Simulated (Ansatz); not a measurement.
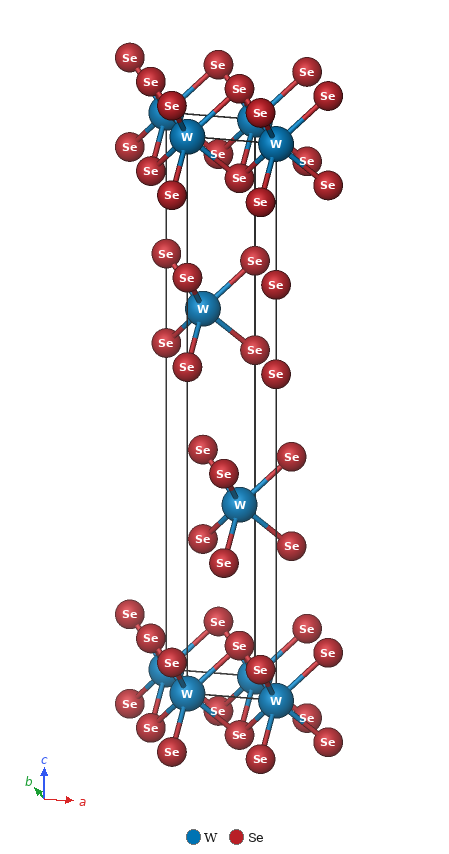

View slightly off an axis, drawn as a ball-and-stick model. Thin lines show the conventional unit cell, with boundary atoms drawn in all their periodic places. A few atoms beyond the faces are included.

WSe2, space group R3m (No. 160), a = 3.32 Å, b = 3.32 Å, c = 20.68 Å, α = 90.00°, β = 90.00°, γ = 120.00°.

Results below were computed with DFT r2SCAN, scalar-relativistic, plane waves, PAW in Ansatz 0.2.0; the settings were E_cut = 500 eV, k-points about 0.23 Å⁻¹ apart, Gaussian smearing of 0.02 eV, no spin polarisation.

> What does the calculation say: metal or gapped?

A semiconductor at this level, with a gap of 1.37 eV.

> Under what pressure is the structure?

The computed pressure is 0.0 GPa, close to zero.

Origin of the cell: a structure listed in the Materials Project, with elements exchanged, so it need not be a known form of the compound. Earlier steps of the study, as a rule a relaxation of our own, may have changed the cell and positions, so they can lie some per cent off the listed ones. It was run through Ansatz as a DFT input.
